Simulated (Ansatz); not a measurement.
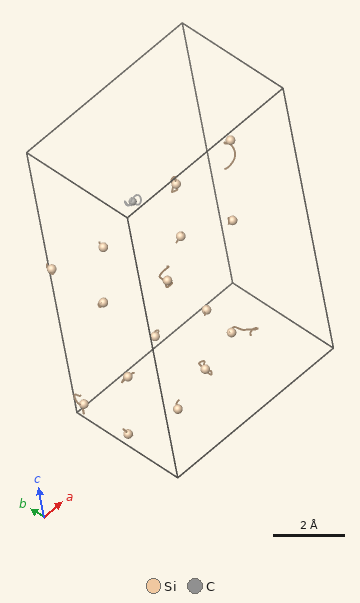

First-principles dynamics of Si with an interstitial C (17 atoms in the cell), 220 fs long. Lines trace each atom's path, in the colour of its element; spheres stand at the starting positions. Seen slightly off an axis in the reduced simulation cell.

Method: DFT PBEsol, scalar-relativistic, plane waves, PAW in Ansatz. Run with plane-wave cutoff 420 eV; k-point mesh 2 × 2 × 2; Fermi-Dirac smearing 0.05 eV; spin collinear; low-accuracy preset; Nosé-Hoover thermostat (NVT); set temperature 600 K; time step 1 fs; thermostat time 200.0 fs.

### How do the atoms move?

Root-mean-square distances from the starting positions over the second half, with the common drift of all atoms taken out: Si 0.27 Å, C 0.20 Å. That is small against the typical shortest distance between atoms in the first frame, about 2.4 Å: the atoms vibrate about their sites and the arrangement holds. Bond changes: one Si–Si bond forms at about 136 fs; 2 Si–Si bonds break between 141 fs and 206 fs. Over the second half the temperature averages 400 K (spread ±78 K). That is still far from the set 600 K: the thermostat hasn't settled it within this run. The potential energy in the second half lies on average 38.3 meV per atom above the first frame.

Limits of the set-up: the k-point mesh is coarse for a cell with partly filled bands; the program's low-accuracy preset was used; the periodic images lie only 7.7 Å apart, so the values are limited by the cell's size.

The run took 16 min on 1 thread of AMD EPYC 9R45 96-Core Processor (Zen 5), with other jobs on the host, peak memory 0.74 GiB.

PAW datasets: the set soft_1.
